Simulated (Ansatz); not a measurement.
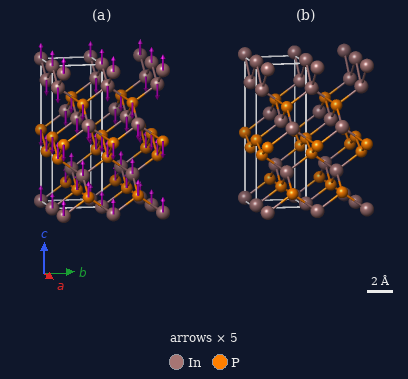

The structure of an interface cell of composition InP before (left) and after (right) a relaxation, at one scale. The purple arrows give the displacements (the part carried along by the change of the cell is left out), magnified 5 times.

A ball-and-stick model of the cell of the calculation, repeated 2 × 2 × 1 with one cell outlined, seen slightly off an axis.

Case: antiphase boundary on (0 0 1), species swapped.

Theory: DFT PBE, scalar-relativistic, plane waves, PAW (Ansatz). Settings: plane-wave cutoff 420 eV; k-point mesh 6 × 6 × 3; occupations gaussian; smearing width 0.05 eV; no spin polarisation; cell relaxed at fixed a, b, alpha, beta, gamma; force threshold 0.02 eV/Å; at most 45 steps.

Summarise the run.

The largest moves relative to the cell, 0.29 Å, are those of P atoms. Largest moves by element: P 0.29 Å, In 0.27 Å. Cell: a = b unchanged at 4.214 Å, c 11.920 → 12.019 Å (+0.8 %). Volume +0.8 %. Among the contacts that change: In–In 2.581 → 2.930 Å, P–P 2.581 → 2.302 Å, In–P 2.581 → 2.600 Å. Among the angles between lasting bonds that change: P–P–P 109.5° → 132.5°, In–In–In 109.5° → 92.0°, P–P–In 109.5° → 103.6°. Over 4 accepted moves (5 points after the start) the energy falls by 1.281 eV per cell of the calculation. The largest force component goes from 2 to 0.0013 eV/Å. Pressure: 1.88 GPa at the start and −0.02 GPa at the end. At 1 point the geometry stayed and the basis and grid were re-selected for the new cell (energy shift of 0.4 meV per cell of the calculation at most each time). The run took 50 s on 2 threads of Intel(R) Xeon(R) Platinum 8488C (Sapphire Rapids), with other jobs on the host, peak memory 0.68 GiB.
